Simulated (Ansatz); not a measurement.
## Single-point calculation of BAs

- system: BAs (Pm-3m, 2 atoms in the cell)
- method: DFT, r2SCAN, plane waves, PAW, no spin polarisation (Ansatz 0.2.0)

The structure was built on a prototype by a generator. The geometry comes from this level: r2SCAN. Figures and captions count atoms from 1; the log counts them from 0 in places.

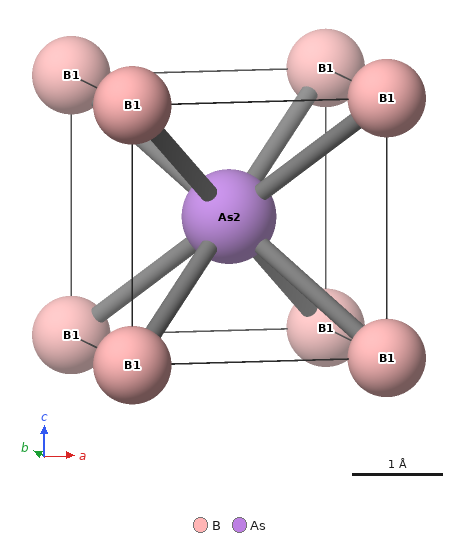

The structure as given in the input (ball-and-stick view of the cell of the calculation, seen slightly off an axis; atoms are numbered from 1 in the order of the input). Near neighbours in the crystal (not all of them lie inside the picture): B has 8 As at 2.53 Å; As has 8 B at 2.53 Å.

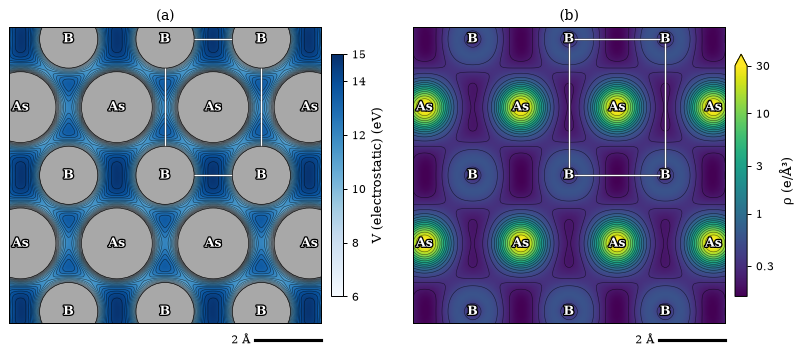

(a) electrostatic potential (local pseudopotential plus Hartree) felt by an electron; (b) valence charge density (pseudo) on the (011) plane of the conventional cell. Grey discs, where drawn, cover atomic cores. The plane passes through B and As nuclei. B–As (2.53 Å): the density is about 0.33 e/Å³ at the midpoint. Away from the nuclei the density in this plane falls to 0.15 e/Å³ at its lowest. Outside the cores the potential energy rises away from the atoms and is highest about 1.4 Å from the nearest atoms; outside the discs it spans about 9 eV, and its zero is arbitrary. Core electrons are frozen (PAW), so the fields are smoothed inside the atomic spheres.

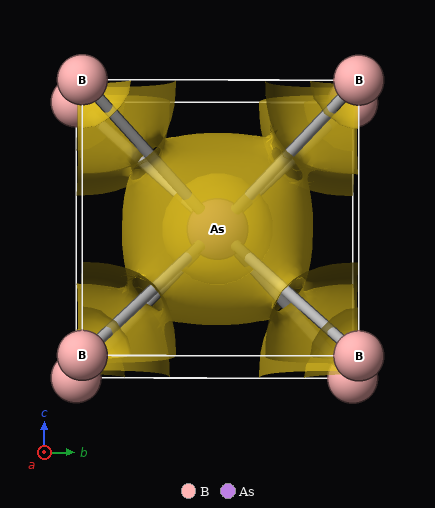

Isosurface of the ELF at 0.5 (yellow), seen at an oblique angle. Only the valence region is drawn (cores and ρ < 0.01 e/Å³ removed). Sticks mark near contacts. The outline is the cell set on symmetry axes. Values along the shortest contacts: B–As (2.53 Å): the ELF peaks at about 0.75 between the atoms.

These pictures come from the run below.

**The input**
```yaml
crystal:
  lattice:
    - [2.9251576879, 0.0, 0.0]
    - [0.0, 2.9251576879, 0.0]
    - [0.0, 0.0, 2.9251576879]
  atoms:
    - { symbol: B, position: [0.0, 0.0, 0.0] }
    - { symbol: As, position: [0.5, 0.5, 0.5] }
kpoints:
  mp_grid: { grid: [6, 6, 6] }
hamiltonian:
  xc: r2scan
scf:
  occupations: { method: fermi_dirac, width: 0.02 }
  n_extra_bands: 4
output:
  forces: true
  stress: true
  eigenvalues: true
  write_density: true
  write_potential: true
  elf: true
  volumetric_format: npy
```

Launched with:
```bash
ansatz run input.yaml --threads 4 --pin off --max-ram 3686MiB --backend cpu --events-out ev --progress --plain --runs-dir out
```

**What the program printed**
```
scf.n_extra_bands = 4 over 9 filled bands (N_el = 18.0): the run solves 13 bands
Engine: ansatz 0.2.0, x86_64-unknown-linux-gnu
Pseudopotentials: kind: paw
Pseudopotential: B, paw, valence charge 3, recommended cutoff 500 eV (meta_gga), B.paw.azcp
Pseudopotential: As, paw, valence charge 15, recommended cutoff 500 eV (meta_gga), As.paw.azcp
Functional definition: r2SCAN
  parameter k0 = 0.174
  parameter k1 = 0.065
  parameter a1 = 4.9479
  exchange = r2scan_x(k0 = k0, k1 = k1, a1 = a1)
  correlation = r2scan_c
Crystal: 2 atoms, lattice volume = 25.029 Å³
Basis set: ecut = 500 eV, 619 PW (Γ), exchange–correlation on 96×96×96 points (64 copies of the dense FFT grid, shifted against one another)
Bands: 13, of which v1, the nominal top of the filled ones, is band 9 counted from 1 (8 counted from 0)
Symmetry: 48 space group operations
Space group: Pm-3m (ITA 221), of the structure as read, at distance tolerance 2.9e-5 Å
k-points: 20 of 216
Non-local potential: B, projectors of the file, l = 0: 2, l = 1: 2, l = 2: 1
Non-local potential: As, projectors of the file, l = 0: 2, l = 1: 2, l = 2: 3, l = 3: 1
PAW form: soft (Blöchl's): semilocal exchange-correlation on the pseudo side does not see the compensation charge
PAW frozen core: B, regenerated for the run's functional (the file was generated under x = pbe(κ = 0.804, μ = 0.2195149727645171), c = pbe(β = 0.06672455060314922))
PAW frozen core: As, regenerated for the run's functional (the file was generated under x = pbe(κ = 0.804, μ = 0.2195149727645171), c = pbe(β = 0.06672455060314922))
PAW one-centre angular grid: B, 302 points (default); XC on 160 Gauss nodes
PAW one-centre angular grid: As, 590 points (default); XC on 160 Gauss nodes
Initial density: superposition of atomic densities (neutral atoms: chi_scale 0, normalization atom), corrected by the library's trained network
Initial wavefunctions: pseudopotential atomic-orbital guess
Functional: x = r2scan, c = r2scan; τ floored in thin density (d = 2e-4 eV/Å³)
SCF iter   1: F=—  HF=-5017.754490 eV  |F-HF|=—  |Δ(HF+E_count)|=         —  Δρ=1.00e-2  dr2=4.43e-2  dr2_τ=1.47e-2  ethr=1.77e-3  ⟨swp⟩=5.7  Hψ=1354  notcnv=0
preconditioner: auto → none  [insulator: Δε(μ)=0.174 eV  Ē_g=11.183 eV  σ=0.020 eV  W_gap=0.91  n_scr=6 (ndim 8)  ℏωp=21.0 eV  f_vac=0.000  D(μ)=0.45/eV (n_scr^D=0)  ε∞_Penn≈4.5]
SCF iter   2: F=—  HF=-5017.770498 eV  |F-HF|=—  |Δ(HF+E_count)|=   1.60e-2  Δρ=2.59e-3  dr2=1.99e-3  dr2_τ=4.21e-4  ethr=2.46e-4  ⟨swp⟩=2.6  Hψ=639  notcnv=0  defer=3
SCF iter   3: F=—  HF=-5017.770571 eV  |F-HF|=—  |Δ(HF+E_count)|=   7.29e-5  Δρ=1.25e-3  dr2=1.76e-4  dr2_τ=4.17e-6  ethr=1.11e-5  ⟨swp⟩=2.8  Hψ=494  notcnv=0  defer=3
SCF iter   4: F=—  HF=-5017.771040 eV  |F-HF|=—  |Δ(HF+E_count)|=   4.70e-4  Δρ=2.84e-4  dr2=2.88e-5  dr2_τ=7.85e-7  ethr=9.80e-7  ⟨swp⟩=2.0  Hψ=414  notcnv=0  defer=3
SCF iter   5: F=—  HF=-5017.771047 eV  |F-HF|=—  |Δ(HF+E_count)|=   6.55e-6  Δρ=4.83e-5  dr2=7.58e-7  dr2_τ=3.06e-9  ethr=1.60e-7  ⟨swp⟩=2.0  Hψ=340  notcnv=0  defer=3
SCF iter   6: F=-5017.771047 eV  HF=-5017.771047 eV  |F-HF|=3.21e-9  |Δ(HF+E_count)|=   1.11e-7  Δρ=1.13e-5  dr2=3.29e-8  dr2_τ=4.42e-10  ethr=5.56e-10  ⟨swp⟩=8.3  Hψ=1743  notcnv=0
SCF 1 converged in 6 iterations: F = -5017.771047 eV  dr2 = 3.29e-8
  greatest PAW one-centre occupation: 0.999 electrons in one spin orbital (limit 2), on the As atom at site 1 (counted from 0), in its partial waves of l = 2
SCF converged after 6 iterations
Free energy (F): -5017.771047 eV
Harris-Foulkes:  -5017.771047 eV  (|F-HF|=3.21e-9)
Internal energy: -5017.769974 eV  (E = F + TS)
E sigma→0 (E₀):  -5017.770511 eV
Entropy (-TS):   -0.001073 eV (-0.536 meV/atom)
Fermi energy:    12.757406 eV
--- Per-component energies (eV) ---
  E_band       = -192.592207
  E_kinetic    = 143.110274
  E_local      = -1540.511080  (includes V_loc(G=0)·N_el)
  E_nonlocal   = -656.424651
  E_hartree    = 879.812810
  E_xc         = -103.700575
  E_vxc        = -123.757121  (∫ρ·V_xc dr)
  E_paw        = -1926.780171  (= ΣΔE_a)
  E_vpaw       = 218.698070  (= ΣTr[D̂ρ^β])
  E_aug_tail   = -0.000006  (compensation charges beyond the density's cutoff)
  E_vtau       = 6.661774  (kinetic-family band-sum trace: ∫τ·v_τ [+ j·A + Jᵃ·Aᵃ] dr)
  E_ewald      = -1811.800725
  E_core_change = -1.475850  (= ΣΔE_core)
  E_smearing   = -0.001073  (= −TS)
  E_closure    = -0.000000  (closes the sum)
  Σ components = -5017.771047   (vs F -5017.771047, Δ=0.00e0)
--- Forces (eV/Å), atoms counted from 1 ---
  atom   1  B     -0.00000000     0.00000000    -0.00000000
  atom   2  As     0.00000000    -0.00000000    -0.00000000
  max |Σ_I F_I| component: 8.22e-32 eV/Å
--- Stress (GPa, compression-positive) ---
        1.982295       0.000000       0.000000
        0.000000       1.982295      -0.000000
        0.000000      -0.000000       1.982295
  P = ⅓ Tr σ = 1.9823 GPa (19.823 kbar)
--- Band table (eV; the first three rows and the last of 20) ---
  k-point 0: bands = ["-24.3356", "-24.3356", "-24.2829", "-24.2829", "-24.2829", "-3.9884", "11.7603", "11.7603", "11.7603", "12.6248", "18.8093", "18.8093", "22.8104"]
  k-point 1: bands = ["-24.3351", "-24.3239", "-24.2866", "-24.2866", "-24.2826", "-3.5194", "8.2171", "12.2432", "12.2432", "14.1128", "19.2889", "21.1281", "21.5775"]
  k-point 2: bands = ["-24.3340", "-24.3006", "-24.2938", "-24.2938", "-24.2820", "-2.1664", "4.2559", "13.6639", "13.6639", "15.3383", "18.8053", "18.8053", "19.3426"]
  k-point 19: bands = ["-24.3134", "-24.3134", "-24.3134", "-24.2616", "-24.2616", "5.2461", "9.4348", "9.4348", "9.4348", "9.8439", "10.6365", "10.6365", "10.6365"]
```

**File v_z.tsv**
```
# z_ang	v_es[eV]	v_tot[eV]
# format = ansatz-planar-average/11
# xc	r2scan
# density_cutoff_ev	2000
# datasets	B=:simpson_from_first_knot:soft:shift=0	As=:simpson_from_first_knot:soft:shift=0
# lattice	2.925157688	0.000000000	0.000000000
# lattice	0.000000000	2.925157688	0.000000000
# lattice	0.000000000	0.000000000	2.925157688
# sites	2
# site	5	0.000000000	0.000000000	0.000000000
# site	33	1.462578844	1.462578844	1.462578844
0.000000	4.890029e0	-6.602829e0
0.121882	5.191263e0	-6.051743e0
0.243763	6.023155e0	-5.335256e0
0.365645	7.151216e0	-4.614393e0
0.487526	8.064964e0	-3.951516e0
0.609408	8.297440e0	-4.036913e0
0.731289	7.929489e0	-4.576580e0
0.853171	7.492137e0	-5.217795e0
0.975053	7.449927e0	-5.400707e0
1.096934	7.820955e0	-5.137207e0
1.218816	8.366616e0	-4.506832e0
1.340697	8.830597e0	-4.031360e0
1.462579	9.009668e0	-4.033428e0
1.584460	8.830597e0	-4.031360e0
1.706342	8.366616e0	-4.506832e0
1.828224	7.820955e0	-5.137207e0
1.950105	7.449927e0	-5.400707e0
2.071987	7.492137e0	-5.217795e0
2.193868	7.929489e0	-4.576580e0
2.315750	8.297440e0	-4.036913e0
2.437631	8.064964e0	-3.951516e0
2.559513	7.151216e0	-4.614393e0
2.681395	6.023155e0	-5.335256e0
2.803276	5.191263e0	-6.051743e0
```

**Results in brief**

- outcome: converged
- space group (tolerance 0.01 Å): Pm-3m (221)
- electrons treated: 18
- free energy: −5017.7710 eV
- Fermi energy: 12.757 eV
- band gap: none (metallic)
- pressure: 1.98 GPa
- largest force (length of the vector): under 0.001 eV/Å
- hardware: 4 threads of an x86-64 CPU, shared host
- wall time: 1.5 s (CPU time 3.7 s)
- peak memory: 0.38 GiB
